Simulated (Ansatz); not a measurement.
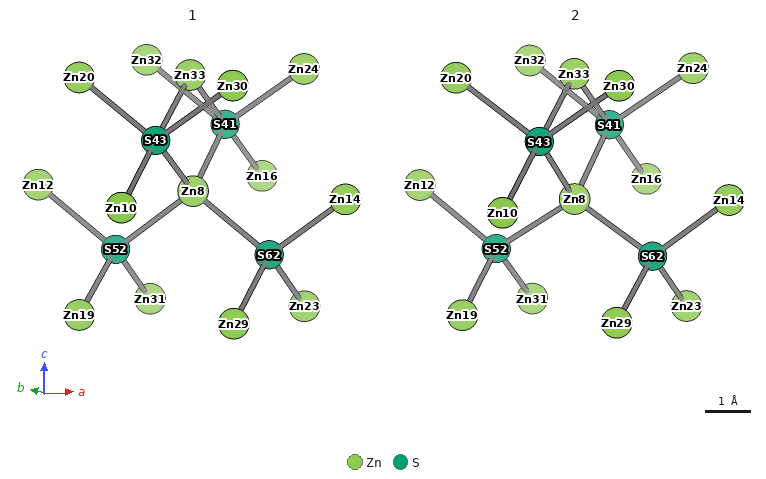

Two geometries of a defect cell of composition Zn33S32 (cell charge +2), drawn at one scale. One is the start of a relaxation, the other its converged end. Style: ball-and-stick. Shown: the atoms within 4.2 Å of the atom that moves most (axes of the cell of the calculation (origin shifted)), slightly off an axis.

Computed with DFT, PBEsol, PAW, plane waves in Ansatz 0.2.0. Settings: plane-wave cutoff 420 eV; k-point mesh 1 × 1 × 1; mesh shifted by (0.25, 0.25, 0.25); no spin polarisation; atoms relaxed in a fixed cell; force threshold 0.03 eV/Å; at most 80 steps.

Which of the two is the end point?

Answer. Structure 2 is the relaxed one. The energy falls by 1.293 eV per cell of the calculation in 3 geometry steps. The largest force component goes from 1.7 to 0.025 eV/Å. Zn8 moves most: 0.19 Å roughly along [0 1 −3]. Largest moves by element: Zn 0.19 Å, S 0.06 Å. The lattice vectors keep their values. Some distances before and after: Zn16–S41 2.330 → 2.475 Å, Zn10–S43 2.313 → 2.446 Å, Zn8–S43 2.305 → 2.425 Å, Zn20–S43 2.315 → 2.425 Å. Bond angles that change, for instance: S52–Zn8–S62 108.0° → 116.0°, S41–Zn8–S43 110.1° → 104.0°, Zn16–S41–Zn32 111.6° → 106.4°. The run took 3.7 s on 1 × NVIDIA GB200 with 8 threads of Arm Neoverse-V2, peak memory 1.9 GiB.

Limits of the set-up: the cell is charged, on a uniform background, and energies carry no finite-size correction.
